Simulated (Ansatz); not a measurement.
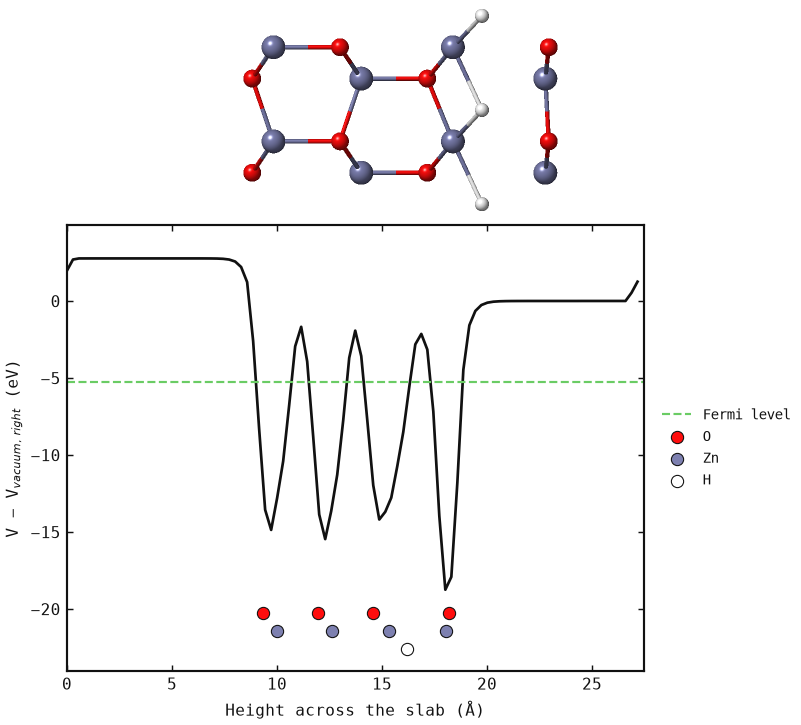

Plane-averaged electrostatic potential energy of an electron across the slab; circles at the bottom mark the heights of the atoms (positions after relaxation). The structure is drawn too. System: a (001) slab cut from ZnO (P6_3mc), of composition Zn₄HO₄ (not the bulk's), ended by Zn above and O below, 9 atoms in the cell. Computed with Ansatz: DFT PBEsol, scalar-relativistic, plane waves, PAW, spin-polarised, 9×9×1 k mesh, 420 eV cutoff.

The work function is 5.28 eV at the right face and 8.04 eV at the left. The vacuum level is 2.76 eV higher at the left than at the right, so the slab carries a dipole along its normal; the ramp in the vacuum, at or near the edge of the plot, is the dipole correction that keeps each side flat. Some atoms were held fixed in the relaxation, which can itself make the faces differ. The outermost atoms are 8.8 Å apart, which leaves 18.6 Å of vacuum in a cell 27.5 Å high.
